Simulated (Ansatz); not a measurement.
```cif
data_structure
_symmetry_space_group_name_H-M 'P 1'
_symmetry_Int_Tables_number 1
_cell_length_a 3.7240
_cell_length_b 3.7240
_cell_length_c 5.0620
_cell_angle_alpha 90.000
_cell_angle_beta 90.000
_cell_angle_gamma 120.000
_cell_volume 60.80
loop_
_atom_site_label
_atom_site_type_symbol
_atom_site_fract_x
_atom_site_fract_y
_atom_site_fract_z
_atom_site_occupancy
Pt1 Pt 0.00000 0.00000 0.00000 1
Se1 Se 0.66667 0.33333 0.75000 1
Se2 Se 0.33333 0.66667 0.25000 1
```

Space group P-3m1; not relaxed (largest force 0.6 eV/Å); computed pressure about 7 GPa in this cell.

These are results of Kohn-Sham DFT of a periodic cell, PBE, Ansatz PAW small core (Ansatz 0.2.0), not measurements.

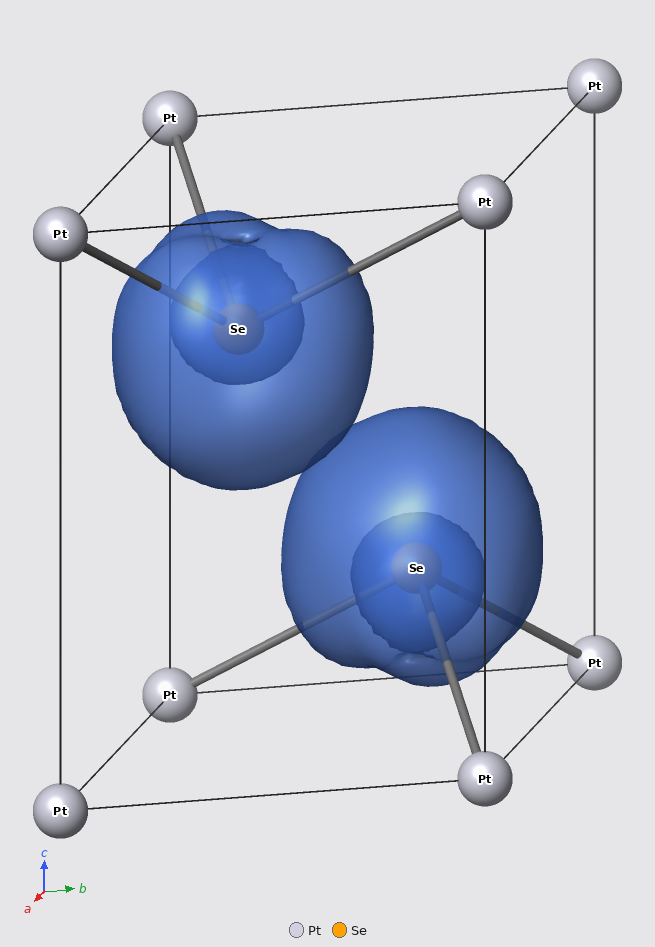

PtSe2. Isosurface of the electron localisation function at 0.65 (blue), seen slightly off an axis. Only the valence region is drawn (cores and ρ < 0.01 e/Å³ removed). Sticks mark near contacts.

Question: What do the ELF domains correspond to?

Answer: The ELF exceeds this value in two regions wrapped around Se (the valence shell of each), counted in one cell of 3 atoms. Any copies at cell faces, edges or corners count once. Along the contacts the grid gives the following. Pt–Se (2.49 Å): the ELF is about 0.50 at the midpoint.
